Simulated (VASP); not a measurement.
# Single-point calculation, with input and output: PbS

- system: PbS (Fm-3m, 2 atoms in the cell)
- method: DFT, plane waves, PAW, settings varied from a PBE run (VASP 6.6.1)

The structure was built on a prototype by a generator. Some settings of this run were made unusual or wrong on purpose. The geometry comes from this level: r2SCAN (a point of a series of strains).

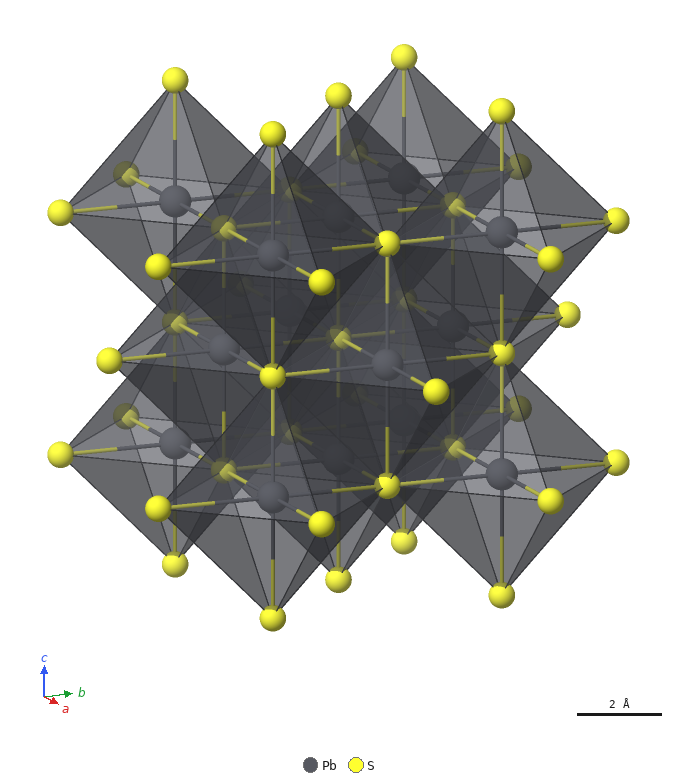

*The input geometry (polyhedral view of the cell 4 times as large as that of the calculation, set on its symmetry axes, seen slightly off an axis; polyhedra are completed across the faces of the cell). An atom can appear more than once, as a periodic image.*

INCAR:
```
ENCUT = 520.000000
EDIFF = 1.00e-07
GGA = PE
PREC = Accurate
IBRION = -1
ISIF = 2
NBANDS = 17
NSW = 0
LASPH = .TRUE.
LCHARG = .FALSE.
LWAVE = .FALSE.
LREAL = .FALSE.
NELM = 85
ISMEAR = 0
SIGMA = 3.0
```

KPOINTS:
```
KPOINTS created by Atomic Simulation Environment
0
Gamma
8 8 8
0 0 0
```

POSCAR:
```
Pb S
 1.0000000000000000
     0.0000000000000000    2.9872326761987287    2.9872326761987287
     2.9872326761987287   -0.0000000000000000    2.9872326761987287
     2.9872326761987287    2.9872326761987287   -0.0000000000000000
 Pb  S
   1   1
Cartesian
  0.0000000000000000  0.0000000000000000  0.0000000000000000
  2.9872326761987287  2.9872326761987287  2.9872326761987287
```

Machine: 1 CPU thread, shared host.

Run as:
```bash
mpirun -np 1 vasp_std
```

OSZICAR:
```
N       E                     dE             d eps       ncg     rms          rms(c)
DAV:   1     0.158153288937E+03    0.15815E+03   -0.96430E+03   986   0.124E+03
DAV:   2     0.200949515285E+01   -0.15614E+03   -0.15030E+03  1052   0.316E+02
DAV:   3    -0.101572940313E+02   -0.12167E+02   -0.11944E+02  1342   0.932E+01
DAV:   4    -0.104583237999E+02   -0.30103E+00   -0.30053E+00  1241   0.159E+01
DAV:   5    -0.104700911177E+02   -0.11767E-01   -0.11767E-01  1531   0.305E+00    0.574E+00
DAV:   6    -0.102459145475E+02    0.22418E+00   -0.60836E-01  1548   0.572E+00    0.398E+00
DAV:   7    -0.102477941375E+02   -0.18796E-02   -0.53295E-02  1117   0.123E+00    0.178E+00
DAV:   8    -0.102484025592E+02   -0.60842E-03   -0.41621E-03  1257   0.729E-01    0.201E-01
DAV:   9    -0.102485143082E+02   -0.11175E-03   -0.50969E-04  1453   0.180E-01    0.841E-02
DAV:  10    -0.102485649370E+02   -0.50629E-04   -0.85273E-05  1131   0.696E-02    0.213E-02
DAV:  11    -0.102485700652E+02   -0.51282E-05   -0.15903E-05  1479   0.455E-02    0.182E-02
DAV:  12    -0.102485702787E+02   -0.21344E-06   -0.12800E-06  1247   0.725E-03    0.152E-03
DAV:  13    -0.102485703027E+02   -0.23999E-07   -0.94024E-08  1012   0.248E-03
   1 F= -.10248570E+02 E0= -.81818396E+01  d E =-.413346E+01
```

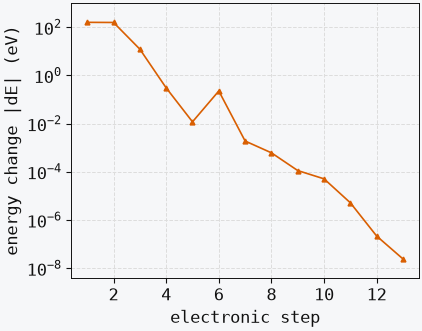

*Convergence of the self-consistent field: energy change |dE| against the electronic step.*

It takes 13 electronic steps. The density is held fixed in the first few steps, and dE rises again when its update begins.

Parts of OUTCAR:
```
k-points           NKPTS =     29   k-points in BZ     NKDIM =     29   number of bands    NBANDS=     17

   NELECT =      20.0000    total number of electrons

   dimension x,y,z NGX =    32 NGY =   32 NGZ =   32
   dimension x,y,z NGXF=    64 NGYF=   64 NGZF=   64

  energy-cutoff  :      520.00
  volume of cell :       53.31
      direct lattice vectors                 reciprocal lattice vectors
     0.000000000  2.987232676  2.987232676    -0.167378994  0.167378994  0.167378994
     2.987232676  0.000000000  2.987232676     0.167378994 -0.167378994  0.167378994
     2.987232676  2.987232676  0.000000000     0.167378994  0.167378994 -0.167378994

 k-points in reciprocal lattice and weights: KPOINTS created by Atomic Simulation Env
   0.00000000  0.00000000  0.00000000       0.002
   0.12500000  0.00000000  0.00000000       0.016
   0.25000000  0.00000000  0.00000000       0.016
   0.37500000  0.00000000  0.00000000       0.016
   0.50000000  0.00000000  0.00000000       0.008
   0.12500000  0.12500000  0.00000000       0.012
   0.25000000  0.12500000  0.00000000       0.047
   0.37500000  0.12500000  0.00000000       0.047
   0.50000000  0.12500000  0.00000000       0.047
  -0.37500000  0.12500000  0.00000000       0.047
  -0.25000000  0.12500000  0.00000000       0.047
  -0.12500000  0.12500000  0.00000000       0.023
   0.25000000  0.25000000  0.00000000       0.012
   0.37500000  0.25000000  0.00000000       0.047
   0.50000000  0.25000000  0.00000000       0.047
  -0.37500000  0.25000000  0.00000000       0.047
  -0.25000000  0.25000000  0.00000000       0.023
   0.37500000  0.37500000  0.00000000       0.012
   0.50000000  0.37500000  0.00000000       0.047
  -0.37500000  0.37500000  0.00000000       0.023
   0.50000000  0.50000000  0.00000000       0.006
   0.37500000  0.25000000  0.12500000       0.047
   0.50000000  0.25000000  0.12500000       0.094
  -0.37500000  0.25000000  0.12500000       0.047
   0.50000000  0.37500000  0.12500000       0.047
  -0.37500000  0.37500000  0.12500000       0.094
  -0.25000000  0.37500000  0.12500000       0.047
  -0.37500000  0.50000000  0.12500000       0.023
  -0.25000000  0.50000000  0.25000000       0.012

 E-fermi :   5.8108

 k-point     1 :       0.0000    0.0000    0.0000
  band No.  band energies     occupation
      1     -11.0317      2.00000
      2     -11.0317      2.00000
      3     -11.0317      2.00000
      4     -11.0269      2.00000
      5     -11.0269      2.00000
      6      -8.1549      2.00000
      7      -0.5958      1.99747
      8       3.1550      1.78943
      9       3.1550      1.78943
     10       3.1550      1.78943
     11      10.7176      0.02072
     12      10.7176      0.02072
     13      10.7176      0.02072
     14      12.2349      0.00246
     15      12.2349      0.00246
     16      12.2349      0.00246
     17      14.1883      0.00008

 k-point     2 :       0.1250    0.0000    0.0000
  band No.  band energies     occupation
      1     -11.0325      2.00000
      2     -11.0325      2.00000
      3     -11.0310      2.00000
      4     -11.0241      2.00000
      5     -11.0241      2.00000
      6      -8.0350      2.00000
      7      -1.0173      1.99871
      8       3.1934      1.78274
      9       3.1934      1.78274
     10       3.4890      1.72627
     11       9.4872      0.08308
     12       9.9515      0.05095
     13       9.9515      0.05095
     14      12.1948      0.00262
     15      12.6000      0.00137
     16      12.6001      0.00137
     17      15.3359      0.00001

 k-point     3 :       0.2500    0.0000    0.0000
  band No.  band energies     occupation
      1     -11.0425      2.00000
      2     -11.0425      2.00000
      3     -11.0297      2.00000
      4     -11.0093      2.00000
      5     -11.0093      2.00000
      6      -7.7073      2.00000
      7      -1.9120      1.99973
      8       3.3008      1.76329
      9       3.3008      1.76329
     10       4.1528      1.56554
     11       7.8489      0.33668
     12       8.7740      0.16246
     13       8.7740      0.16246
     14      12.3518      0.00205
     15      13.4332      0.00033
     16      13.4332      0.00033
     17      17.2780      0.00000

 k-point     4 :       0.3750    0.0000    0.0000
  band No.  band energies     occupation
      1     -11.0528      2.00000
      2     -11.0528      2.00000
      3     -11.0289      2.00000
      4     -10.9941      2.00000
      5     -10.9941      2.00000
      6      -7.2978      2.00000
      7      -2.7681      1.99995
      8       3.4353      1.73722
      9       3.4353      1.73722
     10       4.8122      1.36219
     11       6.5856      0.71495
     12       7.8967      0.32546
     13       7.8967      0.32546
     14      13.1604      0.00053
     15      14.6334      0.00003
     16      14.6334      0.00003
     17      17.1356      0.00000

 k-point     5 :       0.5000    0.0000    0.0000
  band No.  band energies     occupation
      1     -11.0571      2.00000
      2     -11.0571      2.00000
      3     -11.0287      2.00000
      4     -10.9879      2.00000
      5     -10.9879      2.00000
      6      -7.0883      2.00000
      7      -3.1410      1.99998
      8       3.5019      1.72360
      9       3.5019      1.72360
     10       5.2871      1.19500
     11       5.9007      0.96621
     12       7.5705      0.40682
     13       7.5705      0.40682
     14      14.0268      0.00011
     15      15.5594      0.00000
     16      15.5594      0.00000
     17      15.9505      0.00000

 [... the levels of 23 k-points are left out ...]

 k-point    29 :      -0.2500    0.5000    0.2500
  band No.  band energies     occupation
      1     -11.1430      2.00000
      2     -11.0260      2.00000
      3     -11.0161      2.00000
      4     -11.0161      2.00000
      5     -10.9741      2.00000
      6      -6.6545      2.00000
      7      -2.2413      1.99985
      8       1.0815      1.97421
      9       1.0815      1.97421
     10       4.2498      1.53819
     11       7.7513      0.36032
     12      10.0005      0.04826
     13      10.0005      0.04826
     14      13.6188      0.00023
     15      13.6188      0.00023
     16      17.3144      0.00000
     17      17.5988      0.00000

  Total        1.7547807      1.7547807      1.7547807      0.0000000      0.0000000     -0.0000000
  in kB       52.7346749     52.7346749     52.7346749      0.0000000      0.0000000     -0.0000000
  external PRESSURE =      52.7346749 kB  Pullay stress =       0.0000000 kB

 POSITION                                       TOTAL-FORCE (eV/Angst)
 -----------------------------------------------------------------------------------
      0.00000      0.00000      0.00000        -0.000000      0.000000      0.000000
      2.98723      2.98723      2.98723         0.000000     -0.000000     -0.000000
 -----------------------------------------------------------------------------------
    total drift:                                0.000000     -0.000000     -0.000000

  FREE ENERGIE OF THE ION-ELECTRON SYSTEM (eV)
  ---------------------------------------------------
  free  energy   TOTEN  =       -10.2485703027 eV

  energy  without entropy=       -6.1151089536  energy(sigma->0) =       -8.18183963
```

Outcome:

```csv
quantity,value
outcome,converged
space group (tolerance 0.01 Å),Fm-3m (225)
electrons treated,20
free energy,−10.2486 eV
Fermi energy,5.811 eV
band gap,0.61 eV
pressure,5.27 GPa
largest force (length of the vector),under 0.001 eV/Å
wall time,17 s
peak memory,0.18 GiB
```

What went wrong:

Some settings of this run were drawn to be unusual or wrong (NELM = 85; ISMEAR = 0; SIGMA = 3.0). It converged; results that depend on the unusual settings are not reference values.
